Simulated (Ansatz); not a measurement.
System: Na₂S, space group Fm-3m (No. 225).

Structure:
```xyz
3
Lattice="0.0000 3.2840 3.2840 3.2840 0.0000 3.2840 3.2840 3.2840 0.0000" Properties=species:S:1:pos:R:3 pbc="T T T"
Na    1.6420    1.6420    1.6420
Na    4.9260    4.9260    4.9260
S     0.0000    0.0000    0.0000
```

One of the inputs:
```
crystal:
  lattice:
    - [0.0, 3.2508318822, 3.2508318822]
    - [3.2508318822, 0.0, 3.2508318822]
    - [3.2508318822, 3.2508318822, 0.0]
  atoms:
    - { symbol: Na, position: [0.25, 0.25, 0.25] }
    - { symbol: Na, position: [0.75, 0.75, 0.75] }
    - { symbol: S, position: [0.0, 0.0, 0.0] }
basis:
  ecutwfc: 420
kpoints:
  mp_grid: { grid: [8, 8, 8] }
hamiltonian:
  xc: pbe
scf:
  occupations: { method: gaussian, width: 0.02 }
output:
  forces: true
  stress: true
  eigenvalues: true
  write_density: true
  write_potential: true
  elf: true
  volumetric_format: npy
```

Command:
```bash
ansatz run input.yaml --threads 1 --pin off --max-ram 2560MiB --backend cpu --events-out ev --progress --plain --runs-dir out
```

Calculation (Ansatz 0.2.0): third-order Birch-Murnaghan fit to density functional energies at scaled volumes of the given relaxed cell, shape and atoms relaxed at each volume; energies count from the fitted minimum; plane waves with PAW datasets, Γ-centred k mesh. Level: PBE, no spin polarisation.

```
       setting     value
   wave cutoff    420 eV
        k mesh     8×8×8
   occupations  Gaussian
smearing width   0.02 eV
```

What does the calculation give for the energy above the minimum against volume? The volume takes the values 20.778, 21.486, 22.195, 22.903, 23.611, 24.320, 25.028, 25.972 Å³/atom.

A third-order Birch–Murnaghan fit gives V0 = 23.61 Å³/atom, B0 = 28.1 GPa and B′ = 4.3. The energy above the minimum is 37.4 meV/atom at volume 20.778 Å³/atom and 17.5 meV/atom at 25.972 Å³/atom; the lowest computed point is at volume 23.611 Å³/atom (0.0 meV/atom), and no other minimum shows.

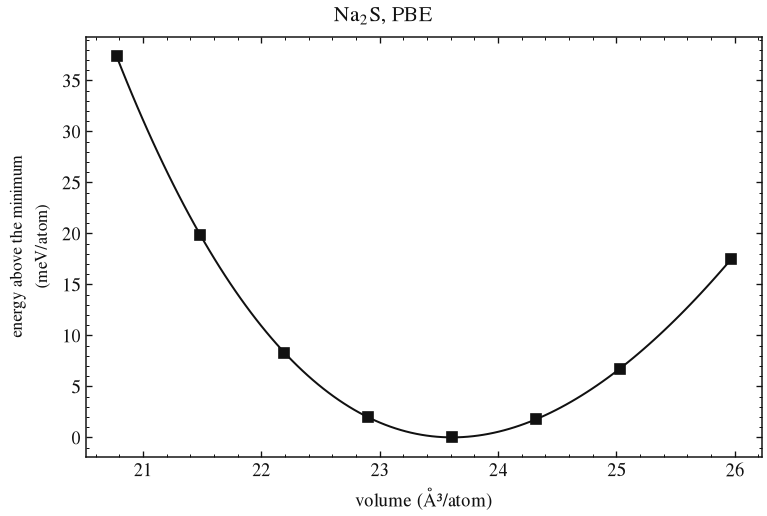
